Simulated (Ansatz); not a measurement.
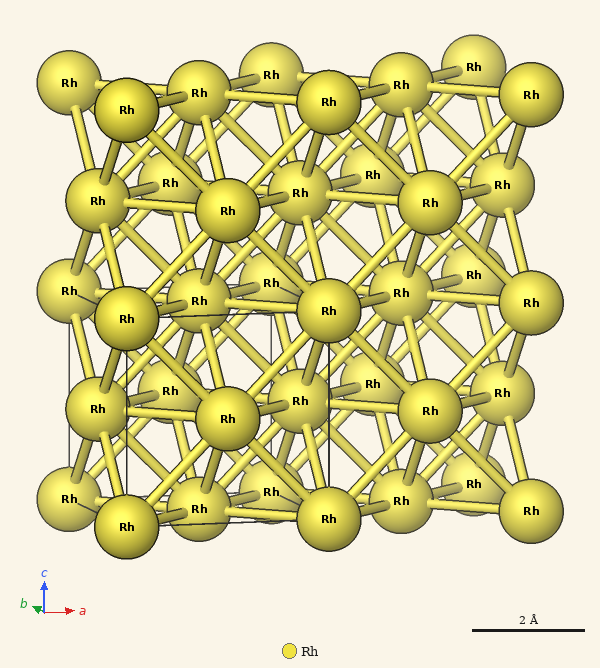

The starting point is a crystal of Rh (set up in Fm-3m). A ball-and-stick model of the conventional cell (4 times the calculation's cell), repeated 2 × 1 × 2 with one cell outlined, seen slightly off an axis. Lengths and directions refer to the drawn axes.

Method: DFT PBEsol, scalar-relativistic, plane waves, PAW in Ansatz. Settings: plane-wave cutoff 420 eV; occupations gaussian; smearing width 0.1 eV; no spin polarisation. The k-mesh is chosen for each cell (18×18×18, 20×20×20).

Change: Every rhodium atom is replaced by ruthenium, which gives Ru. Cell and atoms are relaxed again (to zero pressure within 0.1 GPa, forces under 0.01 eV/Å).

Input file:
```yaml
crystal:
  lattice:
    - [0.0, 1.8823898261, 1.8823898261]
    - [1.8823898261, 0.0, 1.8823898261]
    - [1.8823898261, 1.8823898261, 0.0]
  atoms:
    - { symbol: Ru, position: [0.0, 0.0, 0.0] }
basis:
  ecutwfc: 420
kpoints:
  mp_grid: { grid: [20, 20, 20] }
hamiltonian:
  xc: pbesol
scf:
  occupations: { method: gaussian, width: 0.1 }
output:
  forces: true
  stress: true
  eigenvalues: true
relax:
  adjacent_minimum: "off"
  f_tol: 0.01
  max_steps: 60
  cell: { stress_tol: 0.1 }
```

Command:
```bash
ansatz run input.yaml --threads 1 --pin off --max-ram 2560MiB --backend cpu --events-out ev --progress --plain --runs-dir out
```

Question: What does the calculation give for the changed structure?

Answer: The volume per atom goes from 13.50 to 13.38 Å³. The volume changes by −0.9 %, with a = b = c 3.780 → 3.769 Å (−0.3 %). The space group stays Fm-3m (No. 225).

Drawn alike, the variant:

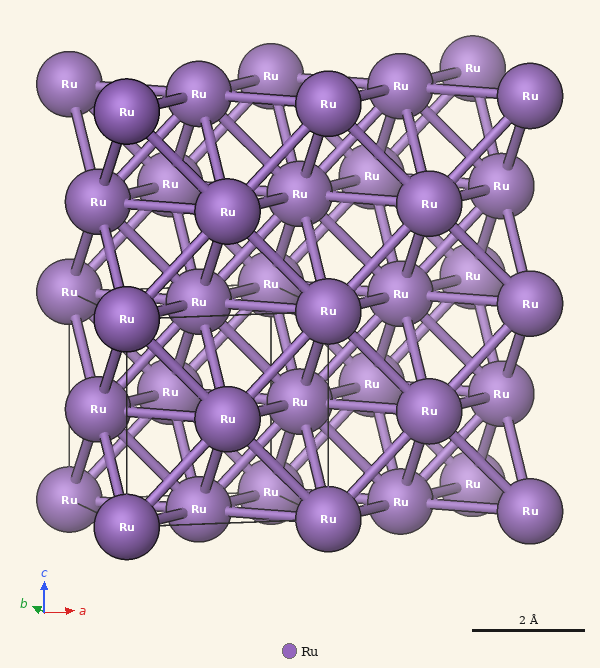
